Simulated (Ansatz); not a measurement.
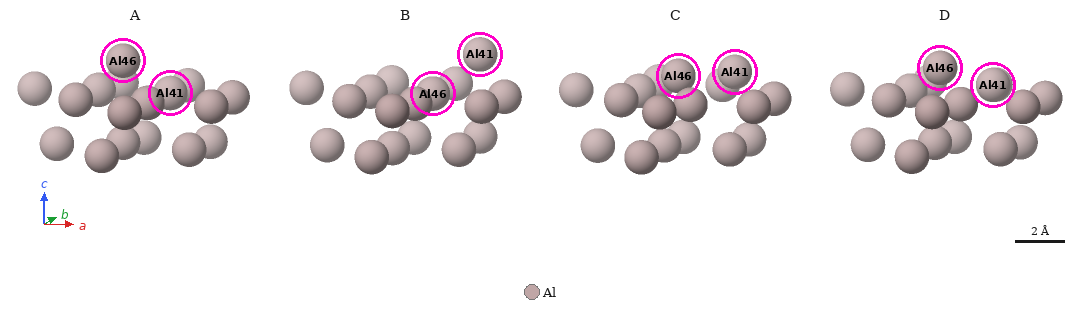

4 geometries from a converged minimum-energy path of Al on Al(100) (46 atoms in the cell), shuffled. Style: spheres-only. Shown: the atoms within 4.8 Å of the middle of the path, slightly off an axis. The atoms that move most are ringed.

All numbers below come from DFT PBE, scalar-relativistic, plane waves, PAW in Ansatz. Set-up: plane-wave cutoff 420 eV; k-point mesh 4 × 4 × 1; Gaussian smearing 0.1 eV; 9 atoms held fixed; 3 movable images; climbing image; force threshold 0.04 eV/Å; iteration limit 12.

> One of them is the converged climbing image. Which?

C. In order along the path, whose images run from 0 to 4: A (image 0, 0.000 eV), D (image 1, +0.127 eV), C (image 2, +0.198 eV), B (image 4, 0.000 eV). An Al atom travels furthest, 2.37 Å from end to end, on a path that bends up to 0.14 Å away from the straight line. It doesn't move alone: Al (2.37 Å) moves with it.

The run took of the order of 5 core-hours on a shared host.
